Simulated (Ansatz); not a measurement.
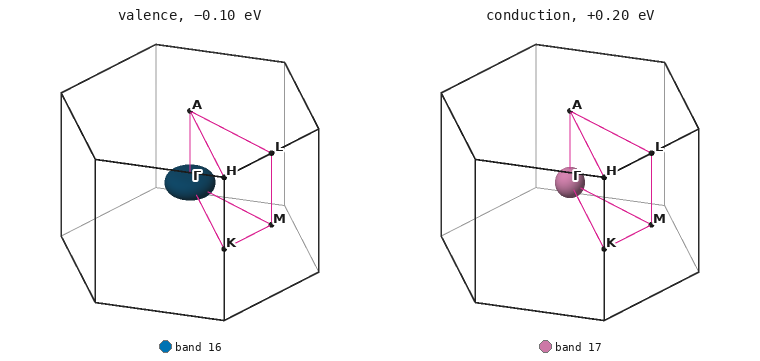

MgO (P6_3/mmc): constant-energy surfaces at both band edges (energies from each edge).

Method: DFT PBE, scalar-relativistic, plane waves, PAW; levels and slopes on a dense k mesh at the converged density in Ansatz 0.2.0. No spin polarisation. k mesh for the levels: 30×30×22. Unrelaxed database geometry (residual pressure 5 GPa). The cell comes from a database of computed structures, not from a measurement.

Masses come from a second pass at points close to the extrema; at the energies drawn a band may no longer be parabolic.

Question: What kind of gap has this crystal, and what size does the calculation give?

Answer: The gap is direct, 3.46 eV at this level of theory (semilocal functionals give gaps that are too small, and can reorder valleys that lie close).

Question: Give the valleys and their effective masses.

Answer: Valence band (extrema up to 0.10 eV from the edge): one maximum at Γ, principal masses 0.40, 2.03 and 2.03 mₑ. Band 16 forms the valence edge.
Conduction band (extrema up to 0.20 eV from the edge): one minimum at Γ, principal masses 0.34, 0.34 and 0.38 mₑ. Band 17 forms the conduction edge.

Time for the whole run: 54 s on 1 thread of Intel(R) Xeon(R) Platinum 8259CL CPU @ 2.50GHz (Skylake/Cascade Lake), with other jobs on the host, peak memory 0.71 GiB.
